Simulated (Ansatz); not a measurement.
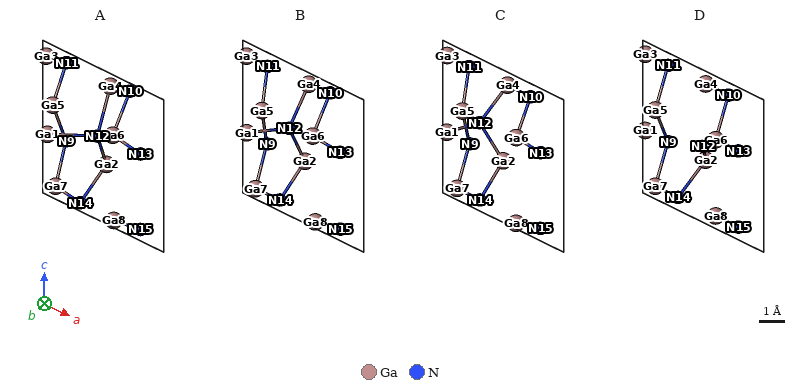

4 geometries from one relaxation of a defect cell of composition Ga8N7 (cell charge +3) (started half-way along a vacancy jump, in the symmetry of that start), in shuffled order. Style: ball-and-stick. Shown: the cell of the calculation (origin shifted), along the b axis.

The calculation used DFT PBEsol, scalar-relativistic, plane waves, PAW in Ansatz. Settings: plane-wave cutoff 420 eV; k-point mesh 4 × 4 × 4; occupations gaussian; smearing width 0.05 eV; no spin polarisation; atoms relaxed in a fixed cell; force threshold 0.02 eV/Å; at most 60 steps.

Put them in the order of the run, from the start to the converged end.

D, A, B, C. They are steps 0, 3, 6, 12, at +22.621 eV per cell of the calculation, +1.568 eV per cell of the calculation, +1.074 eV per cell of the calculation relative to the last. The atom that moves furthest is N12 (1.48 Å roughly along [−3 0 1]). Largest moves by element: N 1.48 Å, Ga 0.33 Å. The cell stays as it was. Among the contacts that change: Ga5–N12 3.377 → 1.902 Å, Ga6–N12 2.143 → 3.301 Å, Ga2–N12 1.129 → 1.899 Å, Ga1–N12 2.518 → 1.934 Å. New bonds form: Ga1–N12 (2.52 → 1.93 Å), Ga4–N12 (2.52 → 1.96 Å), Ga5–N12 (3.38 → 1.90 Å). Bonds break: Ga6–N12 (2.14 → 3.30 Å). Bond angles that change, for instance: Ga5–N11–Ga8 109.7° → 94.8°, Ga5–N9–Ga6 109.7° → 96.1°, Ga2–N13–Ga6 109.2° → 96.2°. The energy falls by 22.621 eV per cell of the calculation in 11 accepted moves (12 points after the start). The largest force component goes from 77 to 0.0041 eV/Å. 1 step only repeated the SCF at the same geometry.

Limits of the set-up: the periodic images lie only 6.1 Å apart, so the values are limited by the cell's size; the cell is charged, on a uniform background, and energies carry no finite-size correction.
